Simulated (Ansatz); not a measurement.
# Calculations on ZnS

**1. Vibrations**

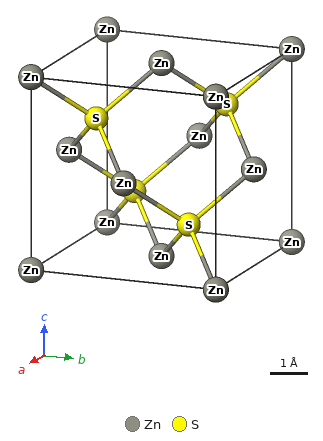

Lattice vibrations of a crystal of ZnS, space group F-43m (No. 216), at the zone centre. A ball-and-stick model of the conventional cell (4 times the calculation's cell), seen slightly off an axis. Lengths and directions refer to the drawn axes.

Level of theory: Ansatz, DFT PBE, scalar-relativistic, plane waves, PAW. (plane-wave cutoff 420 eV; k-point mesh 10 × 10 × 10; occupations fixed; no spin polarisation)

Frequencies are those without the non-analytic (LO–TO) term.

Question: Which optical modes does it have, at what frequencies, and is it stable there?

Answer: The calculation's cell holds 2 atoms, so there are 3 optical modes, in 1 level. The optical modes span T₂. No level is unstable.

| level | symmetry | frequency (cm⁻¹) | activity |
| --- | --- | --- | --- |
| 1 | T₂ | 260 | infrared- and Raman-active |

The modes drawn as arrows (one member of each degenerate set):

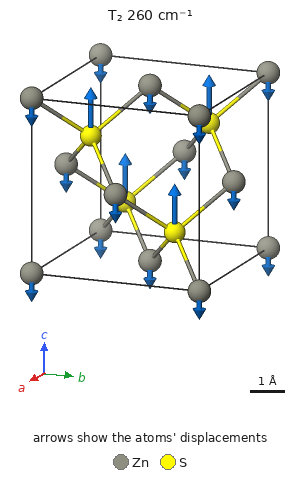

**2. Vibrations**

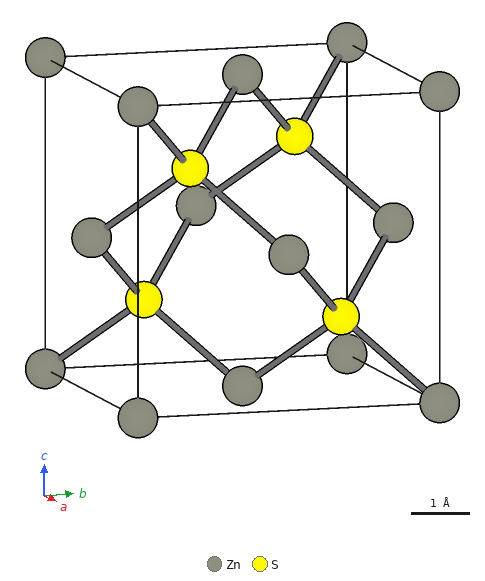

Phonons of crystalline ZnS at 1.02 times its rest volume, space group F-43m (No. 216), at the zone centre. Style: ball-and-stick. Shown: the conventional cell (4 times the calculation's cell), slightly off an axis. Lengths and directions refer to the drawn axes.

Level of theory: DFT PBE, scalar-relativistic, plane waves, PAW in Ansatz.

Input
```yaml
crystal:
  lattice:
    - [0.0, 2.7397227431, 2.7397227431]
    - [2.7397227431, 0.0, 2.7397227431]
    - [2.7397227431, 2.7397227431, 0.0]
  atoms:
    - { symbol: Zn, position: [0.0, 0.0, 0.0] }
    - { symbol: S, position: [0.75, 0.75, 0.75] }
basis:
  ecutwfc: 420
kpoints:
  mp_grid: { grid: [10, 10, 10] }
hamiltonian:
  xc: pbe
scf:
  occupations: { method: fixed }
output:
  eigenvalues: true
phonons:
  method: dfpt
  dielectric: true
  rigid_motions: translations
  eigenvectors: true
```

Command:
```bash
ansatz run input.yaml --threads 1 --pin off --max-ram 3072MiB --backend cpu --events-out ev --progress --plain --runs-dir out
```

Frequencies are those without the non-analytic (LO–TO) term.

### Give the spectrum at this point.

The calculation's cell holds 2 atoms, so there are 3 optical modes, in 1 level. The optical modes span T₂. No level is unstable.

```tsv
level	symmetry	frequency (cm⁻¹)	activity
1	T₂	251	infrared- and Raman-active
```

The displacement patterns (one member of each degenerate set):

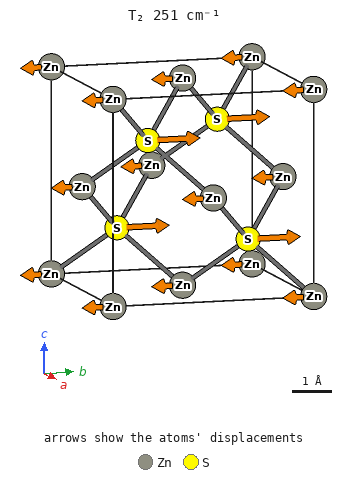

**3. One mode**

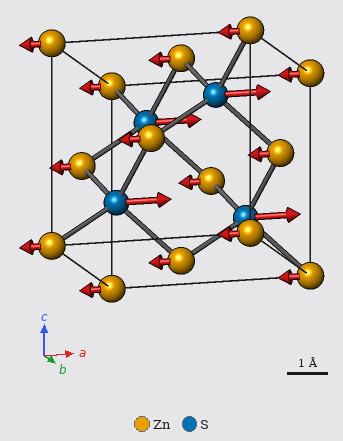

One vibrational mode of a crystal of ZnS relaxed at 7 GPa at the zone centre. The red arrows give the relative displacements of the atoms. The picture is a ball-and-stick view of the conventional cell (4 times the calculation's cell), seen from a free direction. Lengths and directions refer to the drawn axes.

The calculation used DFT PBE, scalar-relativistic, plane waves, PAW in Ansatz.

The input:
```yaml
crystal:
  lattice:
    - [0.0, 2.6469815675, 2.6469815675]
    - [2.6469815675, 0.0, 2.6469815675]
    - [2.6469815675, 2.6469815675, 0.0]
  atoms:
    - { symbol: Zn, position: [0.0, 0.0, 0.0] }
    - { symbol: S, position: [0.75, 0.75, 0.75] }
basis:
  ecutwfc: 420
kpoints:
  mp_grid: { grid: [10, 10, 10] }
hamiltonian:
  xc: pbe
scf:
  occupations: { method: fixed }
output:
  eigenvalues: true
phonons:
  method: dfpt
  dielectric: true
  rigid_motions: translations
  eigenvectors: true
```

Run as
```bash
ansatz run input.yaml --threads 1 --pin off --max-ram 3072MiB --backend cpu --events-out ev --progress --plain --runs-dir out
```

Frequencies are those without the non-analytic (LO–TO) term.

Q: Describe the mode and give its frequency.

A: This is the T₂ mode (triply degenerate; one member of the set is drawn) at 301 cm⁻¹, the only optical level, infrared- and Raman-active by symmetry. The S sublattice moves against the Zn sublattice, along a; the kinetic energy is shared as S 67 %, Zn 33 %. Its infrared intensity is 12 (D/Å)²/amu for the set. The value is the transverse one; the longitudinal partner lies at 358 cm⁻¹.

**4. Softest mode**

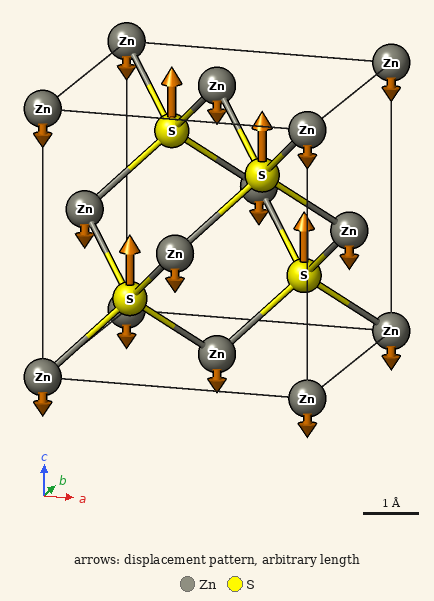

The lowest optical mode of solid ZnS relaxed at 18 GPa, space group F-43m (No. 216), at the zone centre. Displacements are drawn as orange arrows; their common scale and sign are arbitrary. The picture is a ball-and-stick view of the conventional cell (4 times the calculation's cell), seen slightly off an axis. Lengths and directions refer to the drawn axes.

Level of theory: DFT PBE, scalar-relativistic, plane waves, PAW (Ansatz 0.2.0).

The input:
```yaml
crystal:
  lattice:
    - [0.0, 2.5671370829, 2.5671370829]
    - [2.5671370829, 0.0, 2.5671370829]
    - [2.5671370829, 2.5671370829, 0.0]
  atoms:
    - { symbol: Zn, position: [0.0, 0.0, 0.0] }
    - { symbol: S, position: [0.75, 0.75, 0.75] }
basis:
  ecutwfc: 420
kpoints:
  mp_grid: { grid: [10, 10, 10] }
hamiltonian:
  xc: pbe
scf:
  occupations: { method: fixed }
output:
  eigenvalues: true
phonons:
  method: dfpt
  dielectric: true
  rigid_motions: translations
  eigenvectors: true
```

Run as
```bash
ansatz run input.yaml --threads 1 --pin off --max-ram 3072MiB --backend cpu --events-out ev --progress --plain --runs-dir out
```

Frequencies are those without the non-analytic (LO–TO) term.

**Is the structure stable against all modes at this point?**

Yes: this softest mode has a real frequency, and so have all others here. That speaks for this wave vector alone: the rest of the zone wasn't checked in this run. This is the T₂ mode (triply degenerate; one member of the set is drawn) at 349 cm⁻¹, the only optical level, infrared- and Raman-active by symmetry. The S sublattice moves against the Zn sublattice, along c; the kinetic energy is shared as S 67 %, Zn 33 %. Its infrared intensity is 10 (D/Å)²/amu for the set. The value is the transverse one; the longitudinal partner lies at 397 cm⁻¹.

**5. Softest mode**

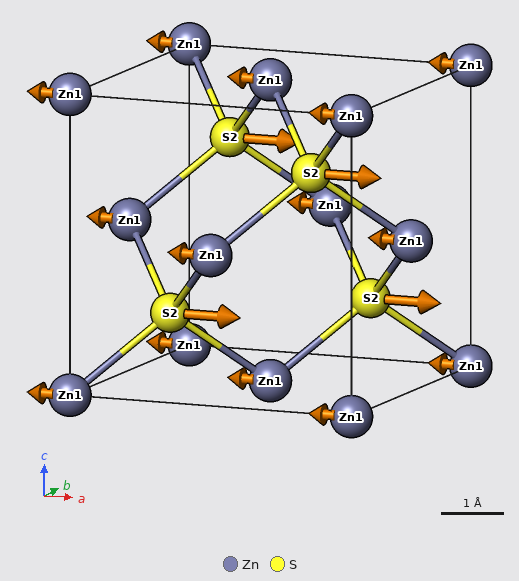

The lowest optical mode of a crystal of ZnS relaxed at 35 GPa, space group F-43m (No. 216), at the zone centre. The orange arrows give the relative displacements of the atoms. A ball-and-stick model of the conventional cell (4 times the calculation's cell), seen slightly off an axis. Lengths and directions refer to the drawn axes.

The calculation used DFT PBE, scalar-relativistic, plane waves, PAW in Ansatz. Settings: plane-wave cutoff 420 eV; k-point mesh 10 × 10 × 10; occupations fixed; target pressure 35 GPa; no spin polarisation.

Frequencies are those without the non-analytic (LO–TO) term.

> Is the structure stable against all modes at this point?

Yes: this softest mode has a real frequency, and so have all others here. That speaks for this wave vector alone: the rest of the zone wasn't checked in this run. This is the T₂ mode (triply degenerate; one member of the set is drawn) at 50.3 meV, the only optical level, infrared- and Raman-active by symmetry. The S sublattice moves against the Zn sublattice, along a; the kinetic energy is shared as S 67 %, Zn 33 %. Its infrared intensity is 8.5 (D/Å)²/amu for the set. The value is the transverse one; the longitudinal partner lies at 443 cm⁻¹.
